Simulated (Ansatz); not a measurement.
Given this structure:

```cif
data_structure
_symmetry_space_group_name_H-M 'P 1'
_symmetry_Int_Tables_number 1
_cell_length_a 2.8252
_cell_length_b 10.4215
_cell_length_c 4.3434
_cell_angle_alpha 90.000
_cell_angle_beta 90.000
_cell_angle_gamma 90.000
_cell_volume 127.88
loop_
_atom_site_label
_atom_site_type_symbol
_atom_site_fract_x
_atom_site_fract_y
_atom_site_fract_z
_atom_site_occupancy
Cu1 Cu 0.50000 0.66725 0.25000 1
Cu2 Cu 0.00000 0.83275 0.75000 1
O1 O 0.00000 0.55149 0.25000 1
O2 O 0.50000 0.94851 0.75000 1
O3 O 0.00000 0.78897 0.25000 1
O4 O 0.50000 0.71103 0.75000 1
Cu3 Cu 0.00000 0.16725 0.25000 1
Cu4 Cu 0.50000 0.33275 0.75000 1
O5 O 0.50000 0.05149 0.25000 1
O6 O 0.00000 0.44851 0.75000 1
O7 O 0.50000 0.28897 0.25000 1
O8 O 0.00000 0.21103 0.75000 1
```

**Work out the structure from the coordinates.**

Formula: CuO$_{2}$. The atoms follow space group Cmcm (No. 63); the Bravais lattice is base-centred orthorhombic. Content of the cell: 4 Cu, 8 O (Z = 4). The polyhedra are CuO6 octahedra; they share corners and edges. Each Cu atom is coordinated by six O in a distorted octahedral arrangement at 1.86 to 2.22 Å. O takes two kinds of site: 4c with two Cu in a bent arrangement at 1.86 Å; 4c with four Cu at 1.90 to 2.22 Å. Not all metal-metal contacts are counted. The bonds build CuO2 layers parallel to (010).

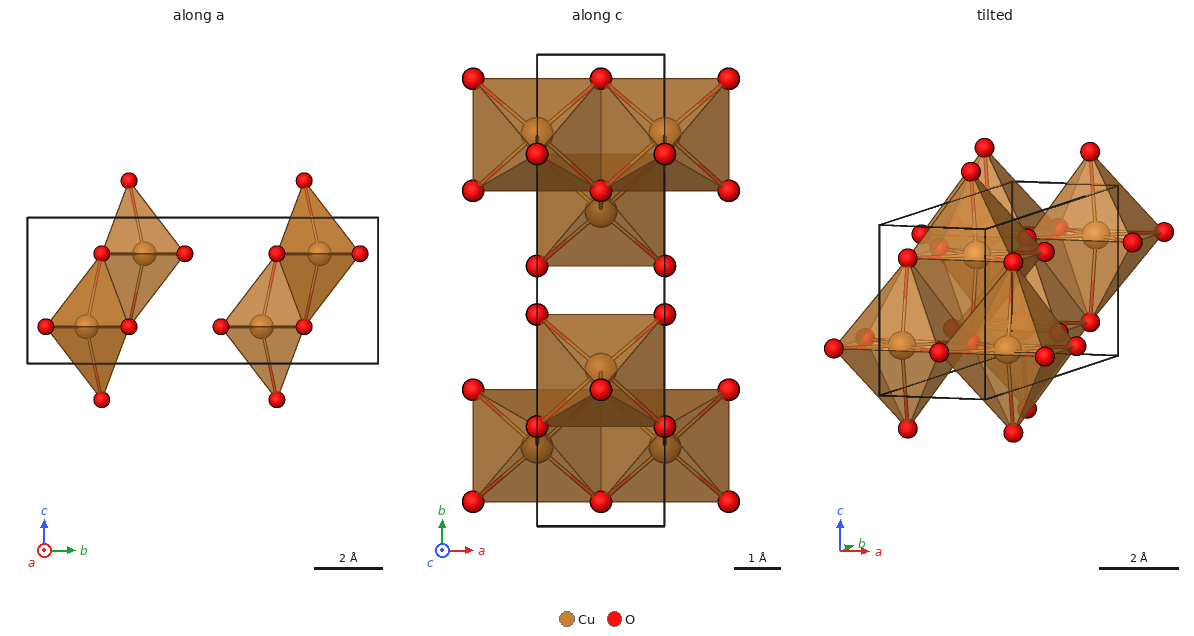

Crystal structure, polyhedral style, seen along the a axis, along the c axis and slightly off an axis. Atoms at the boundary of the conventional unit cell (the box) are drawn once for each face, edge or corner they touch. A few atoms beyond the faces are included.

The model was built from a structure listed in the Materials Project. Earlier steps of the study may have refined or changed the cell and positions. It was run through Ansatz as a DFT input.
